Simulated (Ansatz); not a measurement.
NiGe3: single-point calculation

- system: NiGe3 (Pm-3m, 4 atoms in the cell)
- method: DFT PBEsol, scalar-relativistic, plane waves, PAW, no spin polarisation (Ansatz 0.2.0)

The structure was built on a prototype by a generator; it need not be a known phase. It belongs to a series of runs on one base structure; here: volume nm: 1.06 V/V0. Figures and captions count atoms from 1; the log counts them from 0 in places.

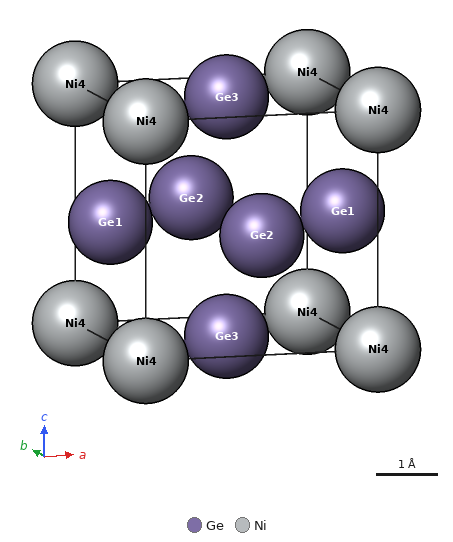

*The input geometry (spheres-only view of the cell of the calculation, seen slightly off an axis; atoms are numbered from 1 in the order of the input). An atom can appear more than once, as a periodic image.*

## Input file
```yaml
crystal:
  lattice:
    - [4.0412256862, 0.0, 0.0]
    - [0.0, 4.0412256862, 0.0]
    - [0.0, 0.0, 4.0412256862]
  atoms:
    - { symbol: Ge, position: [0.0, 0.5, 0.5] }
    - { symbol: Ge, position: [0.5, 0.0, 0.5] }
    - { symbol: Ge, position: [0.5, 0.5, 0.0] }
    - { symbol: Ni, position: [0.0, 0.0, 0.0] }
basis:
  ecutwfc: 420
kpoints:
  mp_grid: { grid: [10, 10, 10] }
hamiltonian:
  xc: pbesol
scf:
  occupations: { method: gaussian, width: 0.1 }
  lower_state_search: "off"
output:
  forces: true
  stress: true
  eigenvalues: true
  write_density: true
  write_potential: true
  elf: true
  volumetric_format: npy
```

Hardware: 1 thread of Intel Xeon @ 2.50GHz (Skylake/Cascade Lake), 189 GiB of memory available, shared host.

Launch command:
```bash
ansatz run input.yaml --threads 1 --pin off --max-ram 2560MiB --backend cpu --events-out ev --progress --plain --runs-dir out
```

## Log
```
Engine: ansatz 0.2.0, x86_64-unknown-linux-gnu
Pseudopotentials: kind: paw
Pseudopotential: Ge, paw, valence charge 14, recommended cutoff 420 eV (normal), Ge.paw.azcp
Pseudopotential: Ni, paw, valence charge 18, recommended cutoff 420 eV (normal), Ni.paw.azcp
Functional definition: PBEsol
  exchange = pbesol_x
  correlation = pbesol_c
Crystal: 4 atoms, lattice volume = 65.999 Å³
Basis set: ecut = 420 eV, 1309 PW (Γ), exchange–correlation on 60×60×60 points (8 copies of the dense FFT grid, shifted against one another)
Bands: 36, of which v1, the nominal top of the filled ones, is band 30 counted from 1 (29 counted from 0)
Symmetry: 48 space group operations
Space group: Pm-3m (ITA 221), of the structure as read, at distance tolerance 4.0e-5 Å
k-points: 56 of 1000
Non-local potential: Ge, projectors of the file, l = 0: 2, l = 1: 2, l = 2: 3, l = 3: 1
Non-local potential: Ni, projectors of the file, l = 0: 3, l = 1: 2, l = 2: 3, l = 3: 1
PAW form: soft (Blöchl's): semilocal exchange-correlation on the pseudo side does not see the compensation charge
PAW frozen core: Ge, regenerated for the run's functional, and the local potential with it (the file was generated under x = pbe(κ = 0.804, μ = 0.2195149727645171), c = pbe(β = 0.06672455060314922))
PAW frozen core: Ni, regenerated for the run's functional, and the local potential with it (the file was generated under x = pbe(κ = 0.804, μ = 0.2195149727645171), c = pbe(β = 0.06672455060314922))
PAW one-centre angular grid: Ge, 590 points (default); XC on 64 Gauss nodes
PAW one-centre angular grid: Ni, 590 points (default); XC on 64 Gauss nodes
Initial density: superposition of atomic densities (neutral atoms: chi_scale 0, normalization atom), corrected by the library's trained network
Initial wavefunctions: pseudopotential atomic-orbital guess
Functional: x = pbesol(κ = 0.804, μ = 0.12345679012345678), c = pbesol(β = 0.046)
SCF iter   1: F=—  HF=-18564.471933 eV  |F-HF|=—  |Δ(HF+E_count)|=         —  Δρ=6.00e-3  dr2=1.35e-2  ethr=1.77e-3  ⟨swp⟩=5.3  Hψ=6781  notcnv=0  defer=2
preconditioner: auto → Kerker (q_TF=auto, 2.685 Å⁻¹)  [metal: Δε(μ)=0.021 eV  Ē_g=19.109 eV  σ=0.100 eV  W_gap=0.12  n_scr=18 (ndim 8)  ℏωp=33.0 eV  f_vac=0.000  D(μ)=3.04/eV (n_scr^D=26)]
SCF iter   2: F=—  HF=-18564.470484 eV  |F-HF|=—  |Δ(HF+E_count)|=   1.45e-3  Δρ=1.79e-3  dr2=1.23e-3  ethr=2.24e-5  ⟨swp⟩=3.0  Hψ=4117  notcnv=0  defer=2
SCF iter   3: F=—  HF=-18564.470461 eV  |F-HF|=—  |Δ(HF+E_count)|=   2.32e-5  Δρ=4.93e-4  dr2=9.46e-5  ethr=2.06e-6  ⟨swp⟩=2.0  Hψ=2057  notcnv=0  defer=2
SCF iter   4: F=—  HF=-18564.470435 eV  |F-HF|=—  |Δ(HF+E_count)|=   2.55e-5  Δρ=1.86e-4  dr2=2.02e-5  ethr=1.58e-7  ⟨swp⟩=1.0  Hψ=1951  notcnv=0  defer=2
SCF iter   5: F=—  HF=-18564.470434 eV  |F-HF|=—  |Δ(HF+E_count)|=   1.15e-6  Δρ=5.73e-5  dr2=1.92e-6  ethr=3.37e-8  ⟨swp⟩=2.1  Hψ=3375  notcnv=0  defer=2
SCF iter   6: F=-18564.470434 eV  HF=-18564.470434 eV  |F-HF|=9.44e-9  |Δ(HF+E_count)|=   2.36e-7  Δρ=5.52e-6  dr2=1.73e-8  ethr=1.67e-10  ⟨swp⟩=8.7  Hψ=12844  notcnv=0
SCF 1 converged in 6 iterations: F = -18564.470434 eV  dr2 = 1.73e-8
  greatest PAW one-centre occupation: 1.002 electrons in one spin orbital (limit 2), on the Ni atom at site 3 (counted from 0), in its partial waves of l = 1
SCF converged after 6 iterations
Free energy (F): -18564.470434 eV
Harris-Foulkes:  -18564.470434 eV  (|F-HF|=9.44e-9)
Internal energy: -18564.455482 eV  (E = F + TS)
E sigma→0 (E₀):  -18564.462958 eV
Entropy (-TS):   -0.014952 eV (-3.738 meV/atom)
Fermi energy:    12.496899 eV
--- Per-component energies (eV) ---
  E_band       = -657.486837
  E_kinetic    = 616.183984
  E_local      = -10275.848287  (includes V_loc(G=0)·N_el)
  E_nonlocal   = 1898.104837
  E_hartree    = 4433.930205
  E_xc         = -308.537288
  E_vxc        = -302.007404  (∫ρ·V_xc dr)
  E_paw        = -7531.510071  (= ΣΔE_a)
  E_vpaw       = -1461.772499  (= ΣTr[D̂ρ^β])
  E_aug_tail   = 0.000955  (compensation charges beyond the density's cutoff)
  E_ewald      = -7399.730914
  E_core_change = 2.951098  (= ΣΔE_core)
  E_smearing   = -0.014952  (= −TS)
  E_closure    = 0.000000  (closes the sum)
  Σ components = -18564.470434   (vs F -18564.470434, Δ=0.00e0)
--- Forces (eV/Å), atoms counted from 1 ---
  atom   1  Ge     0.00000000    -0.00000000     0.00000000
  atom   2  Ge     0.00000000    -0.00000000     0.00000000
  atom   3  Ge     0.00000000    -0.00000000     0.00000000
  atom   4  Ni     0.00000000    -0.00000000    -0.00000000
  max |Σ_I F_I| component: 6.86e-29 eV/Å
--- Stress (GPa, compression-positive) ---
       -4.921378      -0.000000       0.000000
       -0.000000      -4.921378       0.000000
        0.000000       0.000000      -4.921378
  P = ⅓ Tr σ = -4.9214 GPa (-49.214 kbar)
--- Band table (eV; the first three rows and the last of 56) ---
  k-point 0: bands = ["-89.8179", "-50.3897", "-50.3897", "-50.3897", "-12.2962", "-12.2962", "-12.2962", "-12.2911", "-12.2058", "-12.2058", "-12.1483", "-12.1483", "-12.1483", "-12.1458", "-12.1458", "-12.0831", "-12.0831", "-12.0831", "-12.0813", "-0.6971", "7.1151", "7.1151", "8.7151", "8.7151", "8.7151", "11.1261", "11.1261", "11.1261", "11.7340", "11.7340", "12.7518", "15.8982", "15.8982", "15.8982", "18.0913", "18.0913"]
  k-point 1: bands = ["-89.8179", "-50.3897", "-50.3897", "-50.3897", "-12.2956", "-12.2914", "-12.2914", "-12.2877", "-12.2053", "-12.2029", "-12.1489", "-12.1485", "-12.1485", "-12.1485", "-12.1457", "-12.0884", "-12.0884", "-12.0837", "-12.0831", "-0.6096", "6.3324", "7.1810", "8.7751", "8.7751", "9.2951", "11.1290", "11.1350", "11.1350", "11.6176", "11.8022", "13.1533", "15.6669", "15.7170", "15.7170", "17.4758", "17.7504"]
  k-point 2: bands = ["-89.8179", "-50.3897", "-50.3897", "-50.3897", "-12.2938", "-12.2781", "-12.2773", "-12.2773", "-12.2040", "-12.1948", "-12.1561", "-12.1506", "-12.1491", "-12.1491", "-12.1455", "-12.1037", "-12.1037", "-12.0906", "-12.0831", "-0.3496", "5.0763", "7.3726", "8.9397", "8.9397", "10.0202", "11.1365", "11.1812", "11.1812", "11.2782", "11.9123", "14.3677", "15.0272", "15.0272", "15.2187", "16.2798", "17.5868"]
  k-point 55: bands = ["-89.8179", "-50.3898", "-50.3898", "-50.3898", "-12.2505", "-12.2505", "-12.2505", "-12.2250", "-12.2250", "-12.2250", "-12.2158", "-12.1598", "-12.1598", "-12.1598", "-12.1295", "-12.1295", "-12.0887", "-12.0887", "-12.0887", "4.4577", "4.4577", "4.4577", "6.2173", "7.7306", "7.7306", "7.7306", "11.3704", "11.3704", "11.4160", "11.7181", "11.7181", "11.7181", "20.5382", "20.5382", "20.8997", "20.8997"]
```

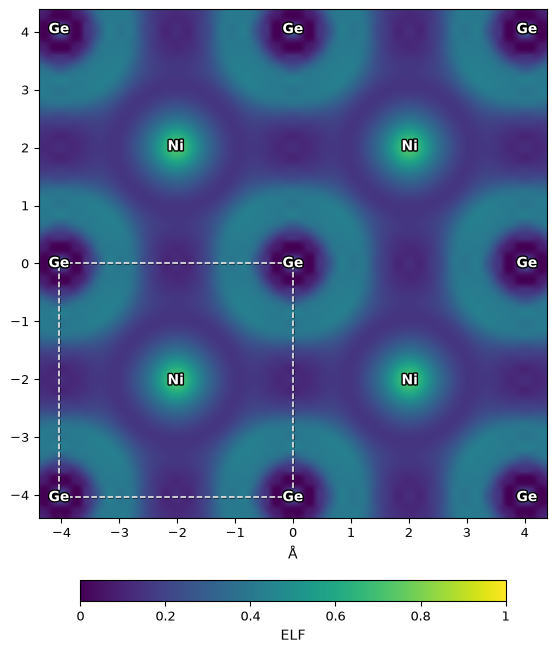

*ELF on the (100) plane of the conventional cell.*

The section cuts through Ge and Ni sites. Ni–Ge (2.86 Å): the ELF is about 0.30 at the midpoint; no localised pair between them. The strong features right at Ni lie inside the PAW spheres (semicore, d or f shells) and say nothing about bonding. In a PAW calculation such maps are meaningful between the atoms, not at the nuclei.

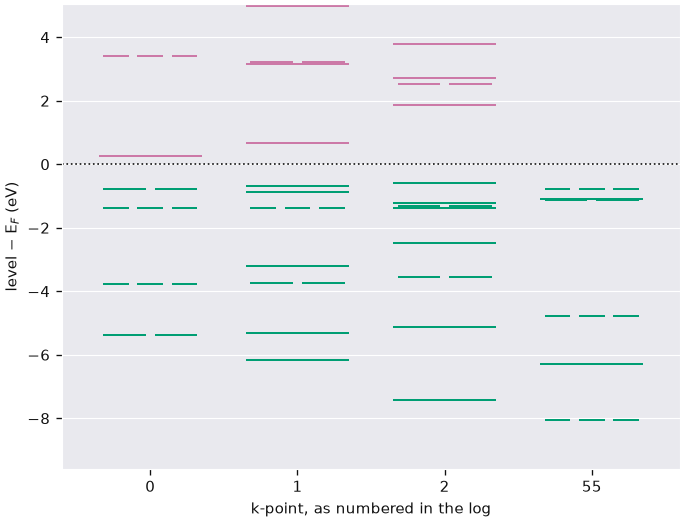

*Kohn–Sham levels near the Fermi level (dotted) at the few k-points that the log prints; levels within 0.02 eV of each other stand side by side.*

The system is metallic on the full mesh.

## Summary

```tsv
quantity	value
outcome	converged
space group (tolerance 0.01 Å)	Pm-3m (221)
electrons treated	60
free energy	−18564.4704 eV
Fermi energy	12.497 eV
gap on the k-point mesh	none (metallic)
pressure	−4.92 GPa
largest force (length of the vector)	under 0.001 eV/Å
wall time	17 s
peak memory	0.43 GiB
```

## Notes

The run has no spin polarisation, so a magnetic state may lie lower.
